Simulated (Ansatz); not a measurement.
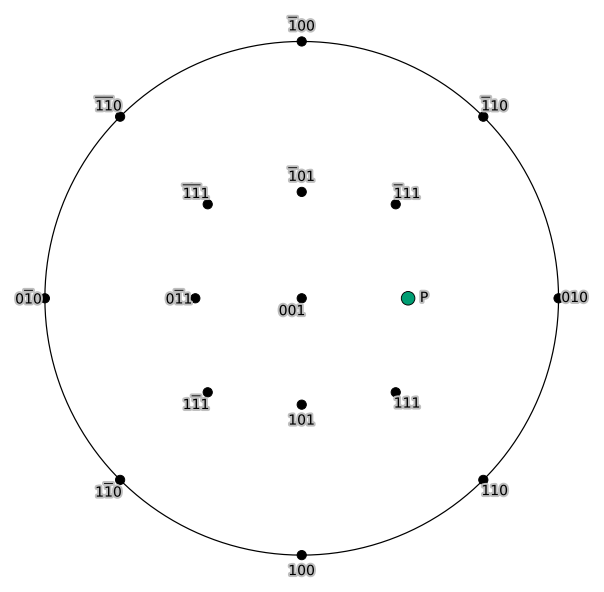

For InSb, the end point of a relaxation with DFT PBEsol, scalar-relativistic, plane waves, PAW in Ansatz 0.2.0: stereographic projection of plane normals (upper hemisphere) centred on (0 0 1). The drawing is computed from the coordinates (standard cell, symmetry found to 0.002 Å).

a = 6.520 Å, b = 6.520 Å, c = 6.520 Å, α = 90.00°, β = 90.00°, γ = 90.00°.

Question: Index the pole marked P.

Answer: P is (0 1 1), 45.0° from the centre.

Question: What is the angle between the normals of (0 0 1) and (0 1 0), and what are their d_hkl = 1/|g|?

Answer: 90.0°; d = 6.520 Å and 6.520 Å.
